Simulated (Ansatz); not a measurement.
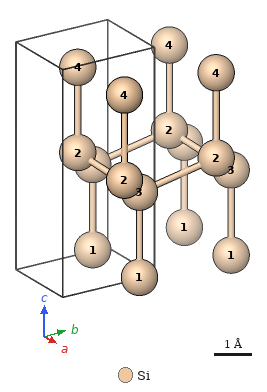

Starting structure of a crystal of Si (set up in P6_3/mmc). The picture is a ball-and-stick view of the cell of the calculation, repeated 2 × 2 × 1 with one cell outlined, seen slightly off an axis.

These are results of DFT PBE, scalar-relativistic, plane waves, PAW in Ansatz 0.2.0, not measurements.

Input
```yaml
crystal:
  lattice:
    - [3.8313174605, 0.0, 0.0]
    - [-1.9156587303, 3.3180182508, 0.0]
    - [0.0, 0.0, 6.3326220002]
  atoms:
    - { symbol: Si, position: [0.33333333, 0.66666667, 0.0630095] }
    - { symbol: Si, position: [0.66666667, 0.33333333, 0.5630095] }
    - { symbol: Si, position: [0.33333333, 0.66666667, 0.4369905] }
    - { symbol: Si, position: [0.66666667, 0.33333333, 0.9369905] }
basis:
  ecutwfc: 420
kpoints:
  mp_grid: { grid: [12, 12, 6] }
hamiltonian:
  xc: pbe
scf:
  occupations: { method: gaussian, width: 0.02 }
output:
  forces: true
  stress: true
  eigenvalues: true
relax:
  adjacent_minimum: "off"
  f_tol: 0.005
  max_steps: 80
  cell: { stress_tol: 0.05 }
```

Command:
```bash
ansatz run input.yaml --threads 4 --pin off --max-ram 8192MiB --backend cpu --events-out ev --progress --plain --runs-dir out
```

**What does the optimiser find from here?**

The energy falls by 1.4 meV per atom in 2 accepted moves (3 points after the start). Largest force component: 0.0049 eV/Å at the start, 0.00086 eV/Å at the end. Pressure: 1.43 GPa at the start and 0.01 GPa at the end. The SCF was repeated once at an unchanged geometry on a basis and grid sized afresh for the cell, which shifted the energy by less than 0.05 meV per atom at most. No atom moves by more than 0.005 Å relative to the cell. The drawn cell changes as follows: a = b 3.831 → 3.851 Å (+0.5 %), c 6.333 → 6.365 Å (+0.5 %); the volume changes by +1.6 %. Some distances before and after: Si1–Si3 2.368 → 2.381 Å, Si1–Si4 2.352 → 2.363 Å. The space group stays P6_3/mmc (No. 194).
